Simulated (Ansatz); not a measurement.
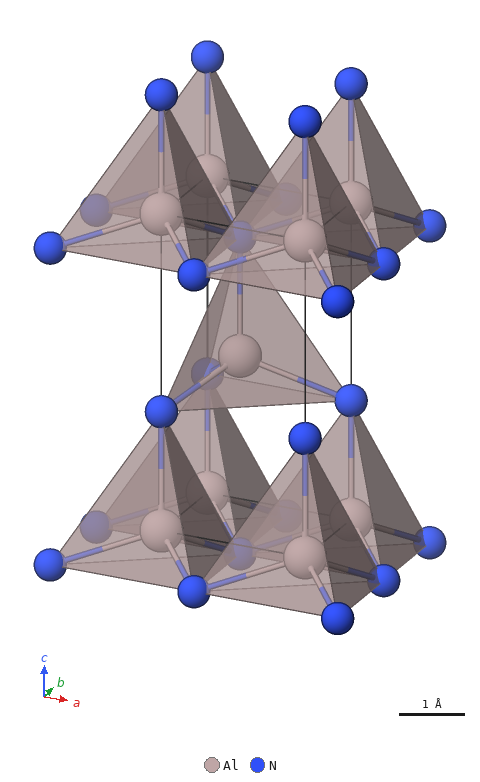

Fig. 1: The structure as given in the input (polyhedral view of the cell of the calculation, seen slightly off an axis; polyhedra are completed across the faces of the cell).

AlN: geometry relaxation (part 1 of 2)

- system: AlN (P6₃mc, 4 atoms in the cell)
- method: DFT PBE, scalar-relativistic, plane waves, PAW, no spin polarisation (Ansatz 0.2.0)

The structure was built on a prototype by a generator; it need not be a known phase.

## Input
```yaml
crystal:
  lattice:
    - [3.088633, 0.0, 0.0]
    - [-1.544317, 2.674835, 0.0]
    - [0.0, 0.0, 5.043717]
  atoms:
    - { symbol: Al, position: [0.0, 0.0, 0.0] }
    - { symbol: "N", position: [0.0, 0.0, 0.375] }
    - { symbol: Al, position: [0.33333333, 0.66666667, 0.5] }
    - { symbol: "N", position: [0.33333333, 0.66666667, 0.875] }
basis:
  ecutwfc: 420
kpoints:
  mp_grid: { grid: [9, 9, 6] }
hamiltonian:
  xc: pbe
scf:
  occupations: { method: gaussian, width: 0.02 }
output:
  forces: true
  stress: true
  eigenvalues: true
  write_density: true
  write_potential: true
  elf: true
  volumetric_format: npy
relax:
  adjacent_minimum: "off"
  f_tol: 0.005
  max_steps: 80
  cell: { stress_tol: 0.05 }
```

Machine: 1 thread of Intel Xeon (Granite Rapids), 64 GiB of memory available, shared host.

Run as:
```bash
ansatz run input.yaml --threads 1 --pin off --max-ram 2560MiB --backend cpu --events-out ev --progress --plain --runs-dir out
```

## The program's output
```
Engine: ansatz 0.2.0, x86_64-unknown-linux-gnu
Pseudopotentials: kind: paw
Pseudopotential: Al, paw, valence charge 3, recommended cutoff 420 eV (normal), Al.paw.azcp
Pseudopotential: N, paw, valence charge 5, recommended cutoff 420 eV (normal), N.paw.azcp
Functional definition: PBE
  parameter kappa = 0.804
  parameter beta = 0.06672455060314922
  exchange = pbe_x(kappa = kappa, mu = beta*pi^2/3)
  correlation = pbe_c(beta = beta)
Crystal: 4 atoms, lattice volume = 41.669 Å³
Basis set: ecut = 420 eV, 785 PW (Γ), exchange–correlation on 48×48×72 points (8 copies of the dense FFT grid, shifted against one another)
Bands: 12, of which v1, the nominal top of the filled ones, is band 8 counted from 1 (7 counted from 0)
Symmetry: 12 space group operations
Space group: P63mc (ITA 186), of the structure as read, at distance tolerance 3.5e-5 Å
k-points: 48 of 486 (time reversal used)
Non-local potential: Al, projectors of the file, l = 0: 2, l = 1: 2, l = 2: 1
Non-local potential: N, projectors of the file, l = 0: 2, l = 1: 2, l = 2: 1
PAW form: soft (Blöchl's): semilocal exchange-correlation on the pseudo side does not see the compensation charge
PAW one-centre angular grid: Al, 110 points (default); XC on 64 Gauss nodes
PAW one-centre angular grid: N, 110 points (default); XC on 64 Gauss nodes
Initial density: superposition of atomic densities (neutral atoms: chi_scale 0, normalization atom), corrected by the library's trained network
Initial wavefunctions: pseudopotential atomic-orbital guess
Functional: x = pbe(κ = 0.804, μ = 0.2195149727645171), c = pbe(β = 0.06672455060314922)
SCF iter   1: F=—  HF=-1848.482344 eV  |F-HF|=—  |Δ(HF+E_count)|=         —  Δρ=8.70e-4  dr2=1.90e-4  ethr=1.77e-3  ⟨swp⟩=6.2  Hψ=3917  notcnv=0
preconditioner: auto → none  [insulator: Δε(μ)=4.324 eV  Ē_g=13.144 eV  σ=0.020 eV  W_gap=1.00  n_scr=2 (ndim 8)  ℏωp=23.0 eV  f_vac=0.000  D(μ)=0.00/eV (n_scr^D=0)  ε∞_Penn≈4.1]
SCF iter   2: F=—  HF=-1848.482623 eV  |F-HF|=—  |Δ(HF+E_count)|=   2.79e-4  Δρ=3.96e-4  dr2=2.31e-5  ethr=1.19e-6  ⟨swp⟩=2.3  Hψ=1377  notcnv=0
SCF iter   3: F=—  HF=-1848.482440 eV  |F-HF|=—  |Δ(HF+E_count)|=   1.83e-4  Δρ=8.57e-5  dr2=1.14e-6  ethr=1.44e-7  ⟨swp⟩=2.4  Hψ=963  notcnv=0
iter 4 did not close the SCF: its close was put off for the readings that it lacked (scf_convergence_deferred on its scf_iter line)
SCF iter   4: F=-1848.482444 eV  HF=-1848.482444 eV  |F-HF|=3.31e-8  |Δ(HF+E_count)|=   4.10e-6  Δρ=1.07e-5  dr2=2.02e-8  ethr=7.14e-9  ⟨swp⟩=2.0  Hψ=948  notcnv=0
iter 5 did not close the SCF: its close was put off for the readings that it lacked (scf_convergence_deferred on its scf_iter line)
SCF iter   5: F=-1848.482444 eV  HF=-1848.482444 eV  |F-HF|=1.94e-10  |Δ(HF+E_count)|=   3.70e-8  Δρ=1.50e-6  dr2=4.72e-10  ethr=1.26e-10  ⟨swp⟩=2.3  Hψ=938  notcnv=0
SCF iter   6: F=-1848.482444 eV  HF=-1848.482444 eV  |F-HF|=1.75e-11  |Δ(HF+E_count)|=  3.89e-11  Δρ=2.49e-7  dr2=1.08e-11  ethr=2.95e-12  ⟨swp⟩=4.1  Hψ=2746  notcnv=0
SCF 1 converged in 6 iterations: F = -1848.482444 eV  dr2 = 1.08e-11
  greatest PAW one-centre occupation: 0.788 electrons in one spin orbital (limit 2), on the N atom at site 1 (counted from 0), in its partial waves of l = 0
relax step   1: F+E_penalty+E_count = -1848.48244440 eV  Δ(F+E_penalty+E_count) = +0.000e0 eV  max|allowed force component| = 2.219e-1 eV/Å  Δτ_max = 0.0000 Å  P = +4.574 GPa  Ω = 41.669 Å³  (6 SCF iters, accepted)
Crystal: 4 atoms, lattice volume = 42.137 Å³
Basis set: ecut = 420 eV, 833 PW (Γ), exchange–correlation on 48×48×72 points (8 copies of the dense FFT grid, shifted against one another)
Initial density: handed on by an earlier stage of this run
Initial wavefunctions: those handed on with the density
iter 1 solved again at ethr=2.50e-5 eV; its pass at ethr=3.10e-3 eV (dr2=4.00e-3 eV) is discarded
SCF iter   1: F=—  HF=-1848.502560 eV  |F-HF|=—  |Δ(HF+E_count)|=         —  Δρ=2.96e-3  dr2=3.92e-3  ethr=2.50e-5  ⟨swp⟩=1.3  Hψ=4068  notcnv=0
preconditioner: auto → none  [insulator: Δε(μ)=4.170 eV  Ē_g=13.050 eV  σ=0.020 eV  W_gap=1.00  n_scr=2 (ndim 8)  ℏωp=22.9 eV  f_vac=0.000  D(μ)=0.00/eV (n_scr^D=0)  ε∞_Penn≈4.1]
SCF iter   2: F=—  HF=-1848.501494 eV  |F-HF|=—  |Δ(HF+E_count)|=   1.07e-3  Δρ=8.31e-4  dr2=2.47e-4  ethr=2.45e-5  ⟨swp⟩=2.5  Hψ=1065  notcnv=0
SCF iter   3: F=—  HF=-1848.501200 eV  |F-HF|=—  |Δ(HF+E_count)|=   2.94e-4  Δρ=2.33e-4  dr2=1.54e-5  ethr=1.55e-6  ⟨swp⟩=2.0  Hψ=957  notcnv=0
iter 4 did not close the SCF: its close was put off for the readings that it lacked (scf_convergence_deferred on its scf_iter line)
SCF iter   4: F=-1848.501203 eV  HF=-1848.501202 eV  |F-HF|=1.12e-7  |Δ(HF+E_count)|=   2.31e-6  Δρ=2.69e-5  dr2=1.41e-7  ethr=9.62e-8  ⟨swp⟩=2.0  Hψ=960  notcnv=0
iter 5 did not close the SCF: its close was put off for the readings that it lacked (scf_convergence_deferred on its scf_iter line)
SCF iter   5: F=-1848.501203 eV  HF=-1848.501203 eV  |F-HF|=1.05e-9  |Δ(HF+E_count)|=   1.28e-7  Δρ=3.14e-6  dr2=2.63e-9  ethr=8.80e-10  ⟨swp⟩=2.9  Hψ=1039  notcnv=0
SCF iter   6: F=-1848.501203 eV  HF=-1848.501203 eV  |F-HF|=1.10e-10  |Δ(HF+E_count)|=   1.58e-9  Δρ=5.93e-7  dr2=6.59e-11  ethr=1.64e-11  ⟨swp⟩=4.0  Hψ=2787  notcnv=0
SCF 2 converged in 6 iterations: F = -1848.501203 eV  dr2 = 6.59e-11
  greatest PAW one-centre occupation: 0.787 electrons in one spin orbital (limit 2), on the N atom at site 3 (counted from 0), in its partial waves of l = 0
relax step   2: F+E_penalty+E_count = -1848.50120256 eV  Δ(F+E_penalty+E_count) = -1.876e-2 eV  max|allowed force component| = 1.515e-1 eV/Å  Δτ_max = 0.0092 Å  P = +2.080 GPa  Ω = 42.137 Å³  energy of the carried Pulay correction = -1.455e-3 eV  (6 SCF iters, dr2 threshold 4.00e-7 eV, accepted)
Crystal: 4 atoms, lattice volume = 42.559 Å³
iter 1 solved again at ethr=1.71e-5 eV; its pass at ethr=3.10e-3 eV (dr2=2.74e-3 eV) is discarded
SCF iter   1: F=—  HF=-1848.505360 eV  |F-HF|=—  |Δ(HF+E_count)|=         —  Δρ=2.39e-3  dr2=2.81e-3  ethr=1.71e-5  ⟨swp⟩=1.0  Hψ=3678  notcnv=0
preconditioner: auto → none  [insulator: Δε(μ)=4.038 eV  Ē_g=12.975 eV  σ=0.020 eV  W_gap=1.00  n_scr=2 (ndim 8)  ℏωp=22.8 eV  f_vac=0.000  D(μ)=0.00/eV (n_scr^D=0)  ε∞_Penn≈4.1]
SCF iter   2: F=—  HF=-1848.504547 eV  |F-HF|=—  |Δ(HF+E_count)|=   8.13e-4  Δρ=4.67e-4  dr2=1.00e-4  ethr=1.71e-5  ⟨swp⟩=2.3  Hψ=1023  notcnv=0
SCF iter   3: F=—  HF=-1848.504282 eV  |F-HF|=—  |Δ(HF+E_count)|=   2.65e-4  Δρ=1.67e-4  dr2=8.31e-6  ethr=6.28e-7  ⟨swp⟩=2.0  Hψ=908  notcnv=0
iter 4 did not close the SCF: its close was put off for the readings that it lacked (scf_convergence_deferred on its scf_iter line)
SCF iter   4: F=-1848.504282 eV  HF=-1848.504282 eV  |F-HF|=1.42e-8  |Δ(HF+E_count)|=   4.75e-8  Δρ=1.46e-5  dr2=4.72e-8  ethr=5.19e-8  ⟨swp⟩=2.0  Hψ=960  notcnv=0
iter 5 did not close the SCF: its close was put off for the readings that it lacked (scf_convergence_deferred on its scf_iter line)
SCF iter   5: F=-1848.504282 eV  HF=-1848.504282 eV  |F-HF|=2.82e-9  |Δ(HF+E_count)|=   2.31e-8  Δρ=3.24e-6  dr2=2.01e-9  ethr=2.95e-10  ⟨swp⟩=2.6  Hψ=990  notcnv=0
SCF iter   6: F=-1848.504282 eV  HF=-1848.504282 eV  |F-HF|=7.28e-12  |Δ(HF+E_count)|=   3.27e-9  Δρ=2.29e-7  dr2=1.39e-11  ethr=1.26e-11  ⟨swp⟩=4.4  Hψ=2757  notcnv=0
SCF 3 converged in 6 iterations: F = -1848.504282 eV  dr2 = 1.39e-11
relax step   3: F+E_penalty+E_count = -1848.50428191 eV  Δ(F+E_penalty+E_count) = -3.079e-3 eV  max|allowed force component| = 5.776e-2 eV/Å  Δτ_max = 0.0048 Å  P = -0.010 GPa  Ω = 42.559 Å³  energy of the carried Pulay correction = -2.754e-3 eV  (6 SCF iters, dr2 threshold 4.00e-7 eV, accepted)
Crystal: 4 atoms, lattice volume = 42.548 Å³
iter 1 solved again at ethr=6.45e-7 eV; its pass at ethr=3.10e-3 eV (dr2=1.03e-4 eV) is discarded
SCF iter   1: F=—  HF=-1848.504873 eV  |F-HF|=—  |Δ(HF+E_count)|=         —  Δρ=5.13e-4  dr2=1.13e-4  ethr=6.45e-7  ⟨swp⟩=1.9  Hψ=3581  notcnv=0
preconditioner: auto → none  [insulator: Δε(μ)=4.039 eV  Ē_g=12.992 eV  σ=0.020 eV  W_gap=1.00  n_scr=2 (ndim 8)  ℏωp=22.8 eV  f_vac=0.000  D(μ)=0.00/eV (n_scr^D=0)  ε∞_Penn≈4.1]
SCF iter   2: F=—  HF=-1848.504592 eV  |F-HF|=—  |Δ(HF+E_count)|=   2.81e-4  Δρ=1.66e-4  dr2=9.24e-6  ethr=6.45e-7  ⟨swp⟩=2.7  Hψ=931  notcnv=0
iter 3 did not close the SCF: its close was put off for the readings that it lacked (scf_convergence_deferred on its scf_iter line)
SCF iter   3: F=-1848.504589 eV  HF=-1848.504589 eV  |F-HF|=3.20e-8  |Δ(HF+E_count)|=   2.30e-6  Δρ=3.74e-5  dr2=2.44e-7  ethr=5.78e-8  ⟨swp⟩=2.7  Hψ=932  notcnv=0
iter 4 did not close the SCF: its close was put off for the readings that it lacked (scf_convergence_deferred on its scf_iter line)
SCF iter   4: F=-1848.504589 eV  HF=-1848.504589 eV  |F-HF|=2.99e-9  |Δ(HF+E_count)|=   4.29e-8  Δρ=4.09e-6  dr2=5.21e-9  ethr=1.52e-9  ⟨swp⟩=2.0  Hψ=942  notcnv=0
iter 5 did not close the SCF: its close was put off for the readings that it lacked (scf_convergence_deferred on its scf_iter line)
SCF iter   5: F=-1848.504589 eV  HF=-1848.504589 eV  |F-HF|=7.19e-11  |Δ(HF+E_count)|=  6.36e-10  Δρ=8.59e-7  dr2=1.44e-10  ethr=3.26e-11  ⟨swp⟩=2.1  Hψ=860  notcnv=0
SCF iter   6: F=-1848.504589 eV  HF=-1848.504589 eV  |F-HF|=2.27e-12  |Δ(HF+E_count)|=  9.32e-11  Δρ=1.15e-7  dr2=2.10e-12  ethr=1.00e-12  ⟨swp⟩=3.0  Hψ=2500  notcnv=0
SCF 4 converged in 6 iterations: F = -1848.504589 eV  dr2 = 2.10e-12
relax step   4: F+E_penalty+E_count = -1848.50458938 eV  Δ(F+E_penalty+E_count) = -3.075e-4 eV  max|allowed force component| = 4.512e-3 eV/Å  Δτ_max = 0.0025 Å  P = +0.029 GPa  Ω = 42.548 Å³  energy of the carried Pulay correction = -2.720e-3 eV  (6 SCF iters, dr2 threshold 4.00e-7 eV, accepted)
Initial wavefunctions: pseudopotential atomic-orbital guess (no wavefunctions were taken with the density)
iter 1 solved again at ethr=2.69e-8 eV; its pass at ethr=3.10e-3 eV (dr2=4.30e-6 eV) is discarded
SCF iter   1: F=—  HF=-1848.508066 eV  |F-HF|=—  |Δ(HF+E_count)|=         —  Δρ=1.57e-4  dr2=1.40e-6  ethr=2.69e-8  ⟨swp⟩=3.0  Hψ=5560  notcnv=0
preconditioner: auto → none  [insulator: Δε(μ)=4.042 eV  Ē_g=12.992 eV  σ=0.020 eV  W_gap=1.00  n_scr=2 (ndim 8)  ℏωp=22.8 eV  f_vac=0.000  D(μ)=0.00/eV (n_scr^D=0)  ε∞_Penn≈4.1]
SCF iter   2: F=—  HF=-1848.507832 eV  |F-HF|=—  |Δ(HF+E_count)|=   2.34e-4  Δρ=7.57e-5  dr2=2.71e-7  ethr=8.75e-9  ⟨swp⟩=2.0  Hψ=958  notcnv=0
SCF iter   3: F=—  HF=-1848.507834 eV  |F-HF|=—  |Δ(HF+E_count)|=   1.57e-6  Δρ=1.40e-5  dr2=1.45e-8  ethr=1.70e-9  ⟨swp⟩=2.0  Hψ=933  notcnv=0
SCF iter   4: F=—  HF=-1848.507834 eV  |F-HF|=—  |Δ(HF+E_count)|=   5.26e-8  Δρ=1.40e-6  dr2=3.01e-10  ethr=9.08e-11  ⟨swp⟩=2.0  Hψ=960  notcnv=0
iter 5 did not close the SCF: its close was put off for the readings that it lacked (scf_convergence_deferred on its scf_iter line)
SCF iter   5: F=-1848.507834 eV  HF=-1848.507834 eV  |F-HF|=1.59e-12  |Δ(HF+E_count)|=  3.94e-10  Δρ=1.40e-7  dr2=4.00e-12  ethr=1.88e-12  ⟨swp⟩=2.6  Hψ=1017  notcnv=0
SCF iter   6: F=-1848.507834 eV  HF=-1848.507834 eV  |F-HF|=4.55e-13  |Δ(HF+E_count)|=  3.41e-12  Δρ=3.62e-8  dr2=2.72e-13  ethr=1.00e-12  ⟨swp⟩=3.0  Hψ=2112  notcnv=0
SCF 5 converged in 6 iterations: F = -1848.507834 eV  dr2 = 2.72e-13
relax step   5: F+E_penalty+E_count = -1848.50783370 eV  Δ(F+E_penalty+E_count) = -3.244e-3 eV  max|allowed force component| = 4.487e-3 eV/Å  Δτ_max = 0.0000 Å  P = +0.158 GPa  Ω = 42.548 Å³  stress off target by 2.23e-1 GPa  SCF on the basis re-selected at this cell (its energy is not comparable with the rows above)  (6 SCF iters)
basis re-selected at this cell: Δ(F+E_penalty+E_count) = -3.244e-3 eV, ΔP = +0.128 GPa vs the last step (what re-selecting the basis moved, of the pressure what is left beyond the Pulay correction that the steps carried, after the strain that the cell walked since its last selection, with what the two solves' SCF thresholds leave and, on support functions, any second-order correction that the steps lacked; it is no measure of the basis error at this ecutwfc). This SCF's stress stands 2.23e-1 GPa from its target on what of the cell is left free (relax.cell.stress_tol is 5.00e-2 GPa) and its largest allowed force component is 4.49e-3 eV/Å (relax.f_tol is 5.00e-3 eV/Å): not within both, so this SCF does not close the relaxation
Crystal: 4 atoms, lattice volume = 42.581 Å³
iter 1 solved again at ethr=9.68e-8 eV; its pass at ethr=3.10e-3 eV (dr2=1.55e-5 eV) is discarded
SCF iter   1: F=—  HF=-1848.507999 eV  |F-HF|=—  |Δ(HF+E_count)|=         —  Δρ=1.89e-4  dr2=1.65e-5  ethr=9.68e-8  ⟨swp⟩=2.0  Hψ=3806  notcnv=0
preconditioner: auto → none  [insulator: Δε(μ)=4.033 eV  Ē_g=12.985 eV  σ=0.020 eV  W_gap=1.00  n_scr=2 (ndim 8)  ℏωp=22.8 eV  f_vac=0.000  D(μ)=0.00/eV (n_scr^D=0)  ε∞_Penn≈4.1]
SCF iter   2: F=—  HF=-1848.507757 eV  |F-HF|=—  |Δ(HF+E_count)|=   2.42e-4  Δρ=4.03e-5  dr2=6.74e-7  ethr=9.68e-8  ⟨swp⟩=2.0  Hψ=856  notcnv=0
iter 3 did not close the SCF: its close was put off for the readings that it lacked (scf_convergence_deferred on its scf_iter line)
SCF iter   3: F=-1848.507756 eV  HF=-1848.507756 eV  |F-HF|=7.40e-9  |Δ(HF+E_count)|=   1.91e-7  Δρ=1.23e-5  dr2=4.39e-8  ethr=4.21e-9  ⟨swp⟩=2.0  Hψ=925  notcnv=0
iter 4 did not close the SCF: its close was put off for the readings that it lacked (scf_convergence_deferred on its scf_iter line)
SCF iter   4: F=-1848.507756 eV  HF=-1848.507756 eV  |F-HF|=2.00e-10  |Δ(HF+E_count)|=   3.66e-9  Δρ=1.08e-6  dr2=2.75e-10  ethr=2.75e-10  ⟨swp⟩=2.1  Hψ=966  notcnv=0
iter 5 did not close the SCF: its close was put off for the readings that it lacked (scf_convergence_deferred on its scf_iter line)
SCF iter   5: F=-1848.507756 eV  HF=-1848.507756 eV  |F-HF|=8.19e-12  |Δ(HF+E_count)|=  2.29e-10  Δρ=1.82e-7  dr2=8.27e-12  ethr=1.72e-12  ⟨swp⟩=2.8  Hψ=1010  notcnv=0
SCF iter   6: F=-1848.507756 eV  HF=-1848.507756 eV  |F-HF|=2.27e-13  |Δ(HF+E_count)|=  1.00e-11  Δρ=2.92e-8  dr2=2.18e-13  ethr=1.00e-12  ⟨swp⟩=3.8  Hψ=2237  notcnv=0
SCF 6 converged in 6 iterations: F = -1848.507756 eV  dr2 = 2.18e-13
relax step   6: F+E_penalty+E_count = -1848.50775632 eV  Δ(F+E_penalty+E_count) = +7.738e-5 eV  max|allowed force component| = 2.117e-5 eV/Å  Δτ_max = 0.0000 Å  P = +0.001 GPa  Ω = 42.581 Å³  energy of the carried Pulay correction = -1.021e-4 eV  (6 SCF iters, dr2 threshold 1.25e-7 eV, accepted)
iter 1 solved again at ethr=1.02e-8 eV; its pass at ethr=3.10e-3 eV (dr2=1.64e-6 eV) is discarded
```
